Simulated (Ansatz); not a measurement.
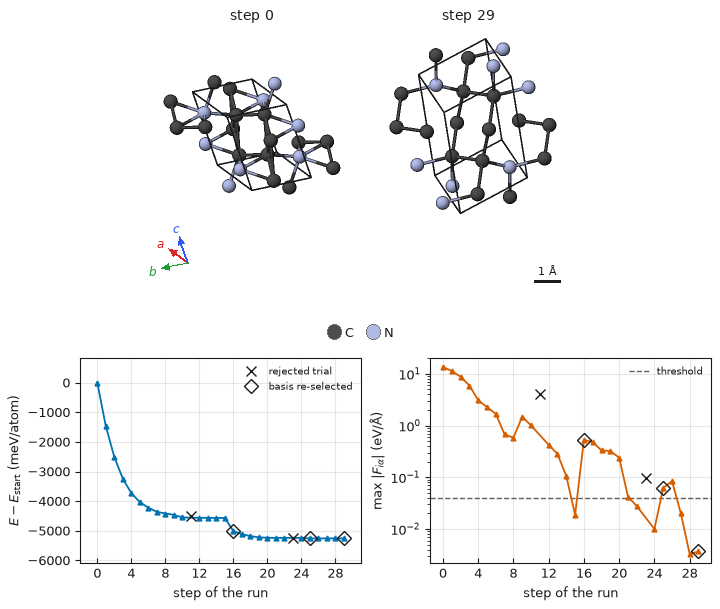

First and last geometry of a relaxation of a crystal of C2N (a generated structure, set up in P-1) (coarse preliminary run), with the history of the run. Style: ball-and-stick. Shown: the cell of the calculation, from a free direction.

Method: DFT PBE, scalar-relativistic, plane waves, PAW in Ansatz 0.2.0. (plane-wave cutoff 420 eV; k-point mesh 8 × 6 × 6; occupations gaussian; smearing width 0.1 eV; no spin polarisation; cell and atoms relaxed; force threshold 0.04 eV/Å; at most 70 steps)

**Read the history and describe the run.**

It converged. The largest moves relative to the cell, 0.88 Å, are those of N atoms. By element the largest moves are N 0.88 Å, C 0.44 Å. The volume changes by +80.7 %, with a 2.328 → 2.634 Å (+13.2 %), b 2.796 → 3.656 Å (+30.7 %), c 3.481 → 4.409 Å (+26.7 %), α 70.4° → 90.9°, β 79.0° → 73.8°, γ 86.5° → 111.1°. Near-neighbour distances that change, for instance: C–N 1.746 → 3.445 Å, N–N 1.726 → 3.299 Å, C–N 1.587 → 2.899 Å, C–C 2.021 → 3.320 Å. Bonds break: C–N (1.45 → 2.56 Å). Among the angles between lasting bonds that change: C–C–N 62.9° → 114.7°, C–C–C 72.2° → 113.1°, C–N–C 89.7° → 122.0°. The space group stays P-1 (No. 2). After 24 accepted moves (29 points after the start) the energy has fallen by 5258 meV per atom. Largest force component: 14 eV/Å at the start, 0.0037 eV/Å at the end. The pressure goes from 539.85 to 0.03 GPa. The line search rejected the trial steps at points 11, 23 of the run. At 3 points the geometry stayed and the basis and grid were re-selected for the new cell (energy shift of 444 meV per atom at most each time). Cost: 2.6 min on 1 thread of Arm Neoverse V1, on a shared host, peak memory 0.36 GiB.
